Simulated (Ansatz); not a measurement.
```
Pt H
1.0
     2.82338    0.00000    0.00000
    -1.41169    2.44512    0.00000
     0.00000    0.00000   25.91584
Pt H
4 1
Direct
  0.66667 0.33333 0.32798
  0.33333 0.66667 0.41694
  0.00000 0.00000 0.50635
  0.66667 0.33333 0.59824
  0.66667 0.33333 0.65819
```

Computed without spin polarisation.

All numbers below come from DFT RPBE, scalar-relativistic, plane waves, PAW in Ansatz 0.2.0.

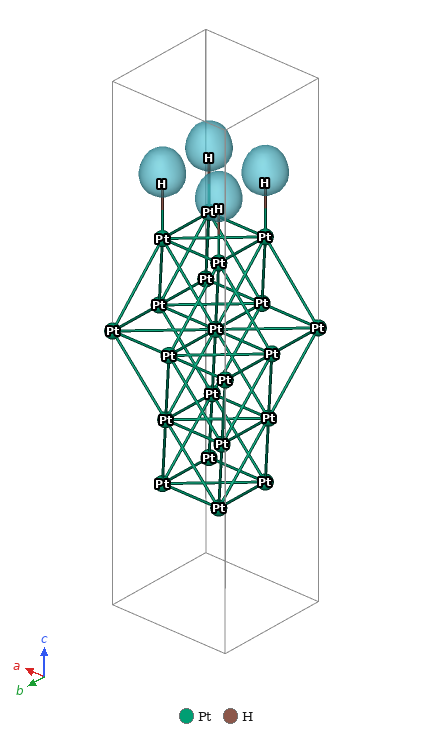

HPt4 (slab). Isosurface of the ELF at 0.9 (cyan), seen at an oblique angle. Core shells and regions of very low density are left out. Sticks mark near contacts.

In a PAW calculation such maps are meaningful between the atoms, not at the nuclei.

Question: What do the ELF domains correspond to?

Answer: At this value the surface marks out one region around a hydrogen nucleus, counted in one cell of 5 atoms. Counts are for one cell; the picture repeats the cell along the surface. Profiles from the grid: Pt–H (1.55 Å): the ELF climbs to about 1 towards the hydrogen. Pt–Pt (2.82 Å): the ELF is about 0.30 at the midpoint (no shared electron pair shows on this line).

Question: Does the calculation give a band gap?

Answer: It is gapless in this calculation (a metal or semimetal).
